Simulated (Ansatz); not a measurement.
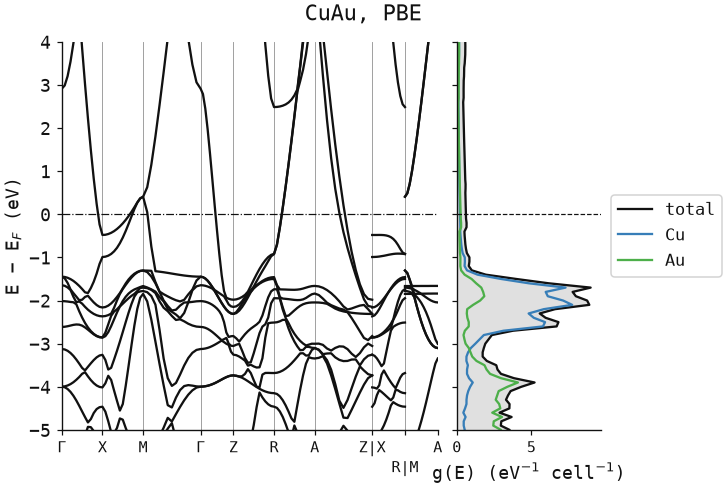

Band structure and density of states. Energies are counted from the Fermi level. The partial curves are projected on Löwdin-orthogonalised atomic shells; they sum to less than the total at higher energies, where shells without a projector contribute.

Question: Which Bravais lattice do the labels of the path belong to?

Answer: A primitive tetragonal lattice: the path Γ–X–M–Γ–Z–R–A–Z|X–R|M–A runs through the special points of its Brillouin zone.

System: CuAu, space group P4/mmm, 2 atoms in the cell.

Level of theory: DFT PBE, scalar-relativistic, plane waves, PAW, no spin polarisation, 14×14×12 k mesh; code Ansatz.

Question: Is there a gap at the Fermi level?

Answer: A metal: 2 bands cross the Fermi level along this path.

Question: What is the density of states at the Fermi level?

Answer: The density of states at the Fermi level is about 0.62 per eV and cell (mean within 0.25 eV), or 0.31 per atom.

Question: Which states dominate at the Fermi level?

Answer: By projected weight, the states within 0.3 eV of the Fermi level are Au (55 %) and Cu (45 %); the projections cover about 80 % of the total there.

Spin-orbit coupling is left out, which matters for Au.
